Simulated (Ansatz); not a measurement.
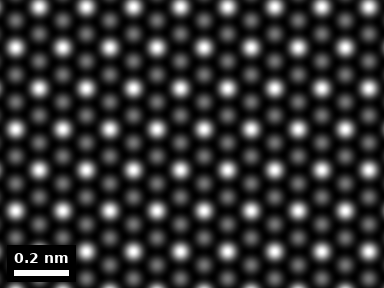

Dark-field STEM-like image of B. Simulated incoherent Z contrast: every atom adds Z^1.7 spread by a probe of 0.54 Å full width; channelling and multiple scattering are left out. The probe carries 15 % of its weight in a tail 2.5 times as wide.

Measure the repeat of the pattern.

The pattern repeats on a hexagonal net with a repeat of 1.7 Å.

Which plane group does this projection have?

p6mm: sixfold points with mirror lines through them.

How many columns does the smallest repeating cell hold, and how many levels of brightness?

3 columns in the primitive cell of 2.6 Å², with 2 levels of brightness (about 100, 45 % of the brightest, counted from the darkest point).

The crystal is B (P6_3/mmc, No. 194) seen along [001]. Structure used: the input geometry of an electronic-structure calculation (not necessarily at equilibrium); the starting structure was generated, so it need not be a known form of this composition.
